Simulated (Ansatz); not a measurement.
Input file:

```
crystal:
  lattice:
    - [6.46, 0.0, 0.0]
    - [-4.845, 8.391786, 0.0]
    - [0.0, 0.0, 5.14539]
  atoms:
    - { symbol: Zr, position: [0.0, 0.0, 0.0] }
    - { symbol: Zr, position: [0.1666667, 0.2222222, 0.5] }
    - { symbol: Zr, position: [0.0, 0.3333333, 0.0] }
    - { symbol: Zr, position: [0.1666667, 0.5555556, 0.5] }
    - { symbol: Zr, position: [0.0, 0.6666667, 0.0] }
    - { symbol: Zr, position: [0.1666667, 0.8888889, 0.5] }
    - { symbol: Zr, position: [0.5, 0.0, 0.0] }
    - { symbol: Zr, position: [0.6666667, 0.2222222, 0.5] }
    - { symbol: Zr, position: [0.5, 0.3333333, 0.0] }
    - { symbol: Zr, position: [0.6666667, 0.5555556, 0.5] }
    - { symbol: Zr, position: [0.5, 0.6666667, 0.0] }
    - { symbol: Zr, position: [0.6666667, 0.8888889, 0.5] }
    - { symbol: H, position: [0.8295023, 0.1099538, 0.7614839] }
basis:
  ecutwfc: 420.0
kpoints:
  mp_grid: { grid: [3, 2, 3] }
hamiltonian:
  xc: pbe
scf:
  occupations: { method: gaussian, width: 0.1 }
  lower_state_search: "off"
relax:
  f_tol: 0.03
  max_steps: 60
  adjacent_minimum: "off"
output:
  write_density: true
  write_potential: true
  elf: true
  volumetric_format: npy
```

Command:

```sh
ansatz run input.yaml --threads 4 --pin off --max-ram 10240MiB --backend cpu --events-out ev --progress --plain --runs-dir out
```

The fields are those of the run's last geometry, not of the input's.

Computed without spin polarisation.

These are results of DFT PBE, scalar-relativistic, plane waves, PAW (Ansatz 0.2.0), not measurements.

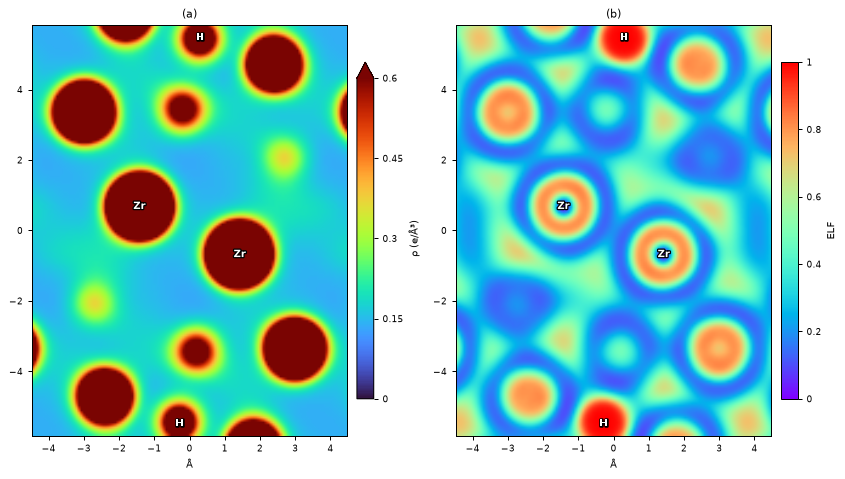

Zr12H (cell with a defect). (a) valence charge density (pseudo); (b) electron localisation function on the (111) plane of the calculation cell.

The density is the valence pseudo-density of a PAW calculation; it isn't the true density close to the nuclei.

### Read the bonding off the picture.

The section cuts through Zr and H sites. Atoms just off the plane (Zr, 0.4 Å away) can leave unmarked features too. Zr–Zr (3.16 Å): the density is about 0.17 e/Å³ at the midpoint; the ELF is about 0.20 at the midpoint: no shared electron pair shows on this line. Zr–Zr (3.16 Å): ρ is about 0.17 e/Å³ halfway; the ELF is about 0.20 at the midpoint (no localised pair shows between them). Between the atoms the lowest density in this plane is 0.13 e/Å³. The features right at Zr lie inside the PAW spheres, where the map follows smoothed inner orbitals and isn't to be read closely.

### Does the calculation make it a metal, or give it a gap?

It is metallic or semimetallic at this level of theory: no gap opens.
